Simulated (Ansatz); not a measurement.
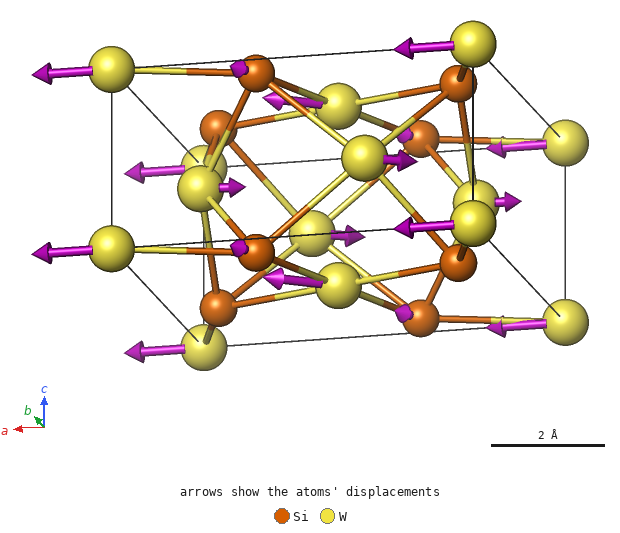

One vibrational mode of crystalline Si2W3 at the zone centre. The purple arrows are the displacements of the atoms (eigenvector over the root of the mass), of arbitrary overall length and sign. The picture is a ball-and-stick view of the cell of the calculation, seen from a free direction.

Level of theory: DFT PBE, scalar-relativistic, plane waves, PAW (Ansatz 0.2.0). Set-up: plane-wave cutoff 420 eV; k-point mesh 6 × 6 × 12; occupations gaussian; smearing width 0.15 eV; no spin polarisation.

Give the symmetry, activity and frequency of this mode.

This is the E_u mode (doubly degenerate; one member of the set is drawn) at 125 cm⁻¹, optical level 8 of 20, counted from below, infrared-active by symmetry. The kinetic energy is shared as W 98 %, Si 2 %. The crystal is a metal, so free carriers screen the infrared response.
